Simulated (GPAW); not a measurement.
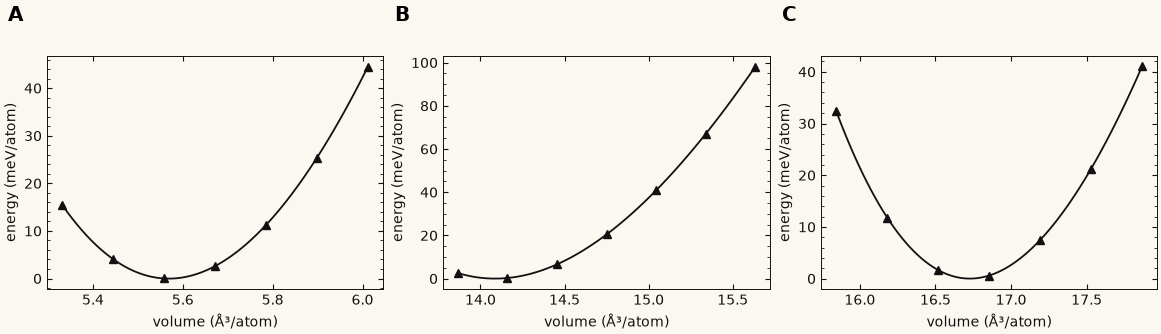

Each panel shows the energy against volume for one of these solids: Au, Fm-3m (No. 225); C, Fd-3m (No. 227); Pd, Fm-3m (No. 225).

Calculation (GPAW 26.7.0): PAW DFT in plane waves, on a grid or in atomic orbitals, no spin polarisation; energies at scaled volumes of the given cell, shape and fractions fixed, counted from the fit's minimum, third-order Birch-Murnaghan fit. Level: PBEsol with D3(BJ).

**Match the panels to the solids.**

A is C (energy from 0.05 meV/atom to 44.49 meV/atom, V0 5.569 Å³/atom, B0 457 GPa); B is Pd (energy from 0.28 meV/atom to 98.18 meV/atom, V0 14.09 Å³/atom, B0 231 GPa); C is Au (energy from 0.59 meV/atom to 41.03 meV/atom, V0 16.73 Å³/atom, B0 197 GPa).

For Au, limits of the calculation: spin-orbit coupling left out, heavy elements.
